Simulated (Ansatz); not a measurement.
As

Input file:

```
crystal:
  lattice:
    - [2.6671410253, 0.0, 0.0]
    - [0.0, 2.6671410253, 0.0]
    - [0.0, 0.0, 2.6671410253]
  atoms:
    - { symbol: As, position: [0.5, 0.5, 0.5] }
hamiltonian:
  xc: lda
  pseudopotentials: { kind: paw }
kpoints:
  mp_grid: { grid: [10, 10, 10] }
scf:
  occupations: { method: fermi_dirac, width: 0.05 }
output:
  forces: true
  stress: true
  eigenvalues: true
  write_density: true
  write_potential: true
  elf: true
  volumetric_format: npy
```

Launched as:

```sh
ansatz run input.yaml --threads 2 --pin off --max-ram 5632MiB --backend cpu --events-out ev --progress --plain --runs-dir out
```

Below, planes, directions and counts refer to the conventional cell (a = 2.67 Å, b = 2.67 Å, c = 2.67 Å, α = 90.00°, β = 90.00°, γ = 90.00°).

Space group Pm-3m; a structure from a database of computed crystals, not necessarily the ambient phase.

Computed with Kohn-Sham DFT of a periodic cell, LDA, Ansatz PAW in Ansatz 0.2.0.

In a PAW calculation such maps are meaningful between the atoms, not at the nuclei.

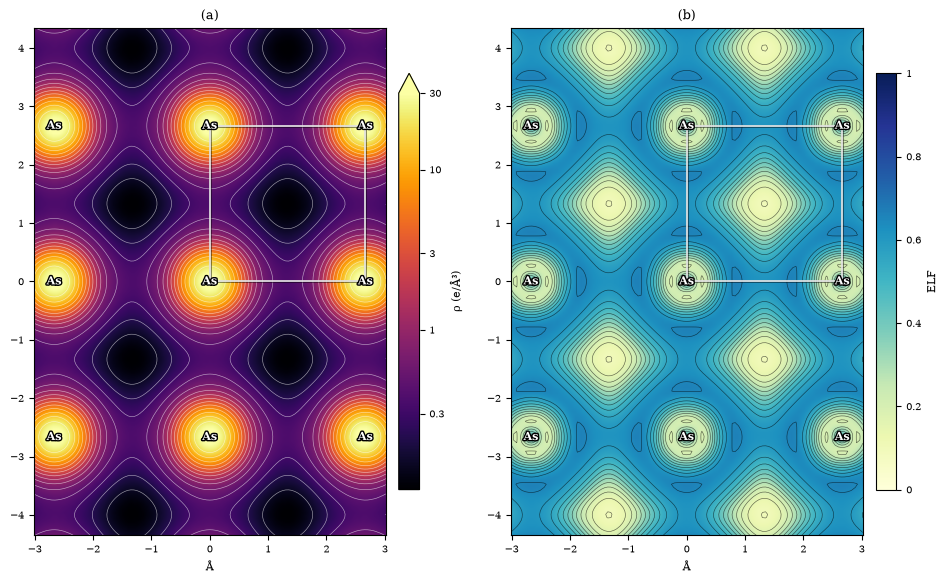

Figure 1. (a) valence charge density (pseudo); (b) electron localisation function on the (001) plane of the conventional cell.

Q: What does the map show?

A: The plane passes through As nuclei. As–As (2.67 Å): ρ is about 0.37 e/Å³ halfway; the ELF peaks at about 0.65 between the atoms. Between the atoms the lowest density in this plane is 0.1 e/Å³.

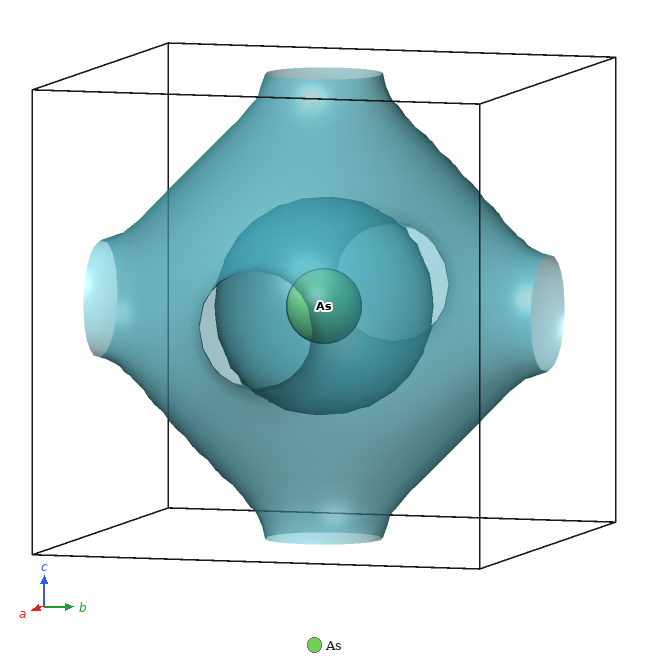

Figure 2. Isosurface of the ELF at 0.55 (cyan), seen slightly off an axis. Core shells and regions of very low density are left out.

Q: Describe the localisation domains.

A: The ELF exceeds this value in one network that runs through the whole crystal, counted in one cell of 1 atoms. Any copies at cell faces, edges or corners count once. There are no localised bonds or lone pairs at this value.

Q: Does the calculation give a band gap?

A: It is gapless in this calculation (a metal or semimetal).
